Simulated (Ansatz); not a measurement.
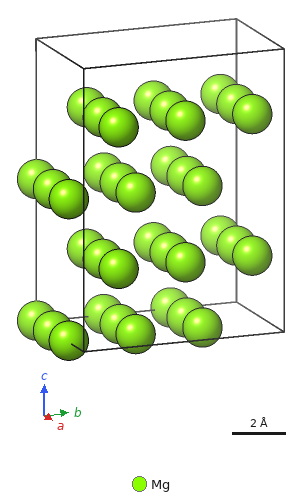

Starting frame of a dynamics run of a 36-atom cell of Mg. The cell was cut from the hcp crystal. The picture is a spheres-only view of the simulation cell, seen slightly off an axis.

All numbers below come from DFT PBE, scalar-relativistic, plane waves, PAW (Ansatz).

The input:
```yaml
crystal:
  lattice:
    - [10.08925, 0.0, 0.0]
    - [-5.044625, 8.737547, 0.0]
    - [0.0, 0.0, 10.923295]
  atoms:
    - { symbol: Mg, position: [0.0, 0.0, 0.0] }
    - { symbol: Mg, position: [0.1111111, 0.2222222, 0.25] }
    - { symbol: Mg, position: [0.0, 0.0, 0.5] }
    - { symbol: Mg, position: [0.1111111, 0.2222222, 0.75] }
    - { symbol: Mg, position: [0.0, 0.3333333, 0.0] }
    - { symbol: Mg, position: [0.1111111, 0.5555556, 0.25] }
    - { symbol: Mg, position: [0.0, 0.3333333, 0.5] }
    - { symbol: Mg, position: [0.1111111, 0.5555556, 0.75] }
    - { symbol: Mg, position: [0.0, 0.6666667, 0.0] }
    - { symbol: Mg, position: [0.1111111, 0.8888889, 0.25] }
    - { symbol: Mg, position: [0.0, 0.6666667, 0.5] }
    - { symbol: Mg, position: [0.1111111, 0.8888889, 0.75] }
    - { symbol: Mg, position: [0.3333333, 0.0, 0.0] }
    - { symbol: Mg, position: [0.4444444, 0.2222222, 0.25] }
    - { symbol: Mg, position: [0.3333333, 0.0, 0.5] }
    - { symbol: Mg, position: [0.4444444, 0.2222222, 0.75] }
    - { symbol: Mg, position: [0.3333333, 0.3333333, 0.0] }
    - { symbol: Mg, position: [0.4444444, 0.5555556, 0.25] }
    - { symbol: Mg, position: [0.3333333, 0.3333333, 0.5] }
    - { symbol: Mg, position: [0.4444444, 0.5555556, 0.75] }
    - { symbol: Mg, position: [0.3333333, 0.6666667, 0.0] }
    - { symbol: Mg, position: [0.4444444, 0.8888889, 0.25] }
    - { symbol: Mg, position: [0.3333333, 0.6666667, 0.5] }
    - { symbol: Mg, position: [0.4444444, 0.8888889, 0.75] }
    - { symbol: Mg, position: [0.6666667, 0.0, 0.0] }
    - { symbol: Mg, position: [0.7777778, 0.2222222, 0.25] }
    - { symbol: Mg, position: [0.6666667, 0.0, 0.5] }
    - { symbol: Mg, position: [0.7777778, 0.2222222, 0.75] }
    - { symbol: Mg, position: [0.6666667, 0.3333333, 0.0] }
    - { symbol: Mg, position: [0.7777778, 0.5555556, 0.25] }
    - { symbol: Mg, position: [0.6666667, 0.3333333, 0.5] }
    - { symbol: Mg, position: [0.7777778, 0.5555556, 0.75] }
    - { symbol: Mg, position: [0.6666667, 0.6666667, 0.0] }
    - { symbol: Mg, position: [0.7777778, 0.8888889, 0.25] }
    - { symbol: Mg, position: [0.6666667, 0.6666667, 0.5] }
    - { symbol: Mg, position: [0.7777778, 0.8888889, 0.75] }
basis:
  ecutwfc: 420.0
kpoints:
  mp_grid: { grid: [1, 1, 1] }
hamiltonian:
  xc: pbe
scf:
  occupations: { method: fermi_dirac, width: 0.16 }
  lower_state_search: "off"
md:
  timestep: 2
  n_steps: 250
  ensemble: nvt_langevin
  temperature: 1800.0
  initial_velocities: maxwell_boltzmann
  seed: 774713
  friction: 0.02
```

Command:
```bash
ansatz run input.yaml --threads 4 --pin off --max-ram 10240MiB --backend cpu --events-out ev --progress --plain --runs-dir out
```

Q: What does the trajectory do?

A: Over the second half the temperature averages 1776 K (spread ±202 K). The potential energy in the second half lies on average 223 meV per atom above the first frame. Root-mean-square distances from the starting positions over the second half, with the common drift of all atoms taken out: Mg 1.19 Å. That is a large part of the typical shortest distance between atoms in the first frame, about 3.4 Å and still growing: the atoms leave their places as in a liquid, so the crystal loses its order.

Along the run (each row but the first and the last is the mean over the interval that it begins):

```json
{"time (fs)": "0.0", "potential energy (meV/atom)": "0.0", "T (K)": "1750"}
{"time (fs)": "50.0", "potential energy (meV/atom)": "197.3", "T (K)": "1756"}
{"time (fs)": "100.0", "potential energy (meV/atom)": "224.6", "T (K)": "1993"}
{"time (fs)": "150.0", "potential energy (meV/atom)": "199.9", "T (K)": "1989"}
{"time (fs)": "200.0", "potential energy (meV/atom)": "211.9", "T (K)": "1897"}
{"time (fs)": "250.0", "potential energy (meV/atom)": "221.0", "T (K)": "1848"}
{"time (fs)": "300.0", "potential energy (meV/atom)": "220.8", "T (K)": "1623"}
{"time (fs)": "350.0", "potential energy (meV/atom)": "209.7", "T (K)": "1716"}
{"time (fs)": "400.0", "potential energy (meV/atom)": "213.0", "T (K)": "1897"}
{"time (fs)": "450.0", "potential energy (meV/atom)": "252.1", "T (K)": "1805"}
{"time (fs)": "500.0", "potential energy (meV/atom)": "232.4", "T (K)": "1577"}
```

The paths of the atoms:

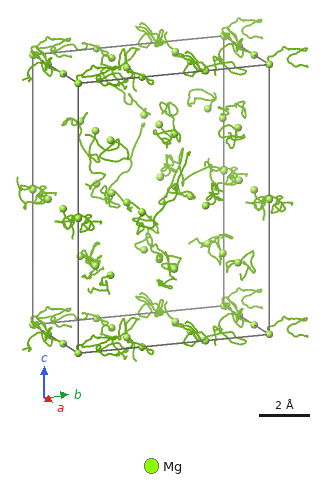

Limits of the set-up: the k-point mesh is coarse for a cell with partly filled bands.

The run took 6.4 min on 4 threads of Intel(R) Xeon(R) 6975P-C (Granite Rapids), on a shared host, peak memory 1 GiB.
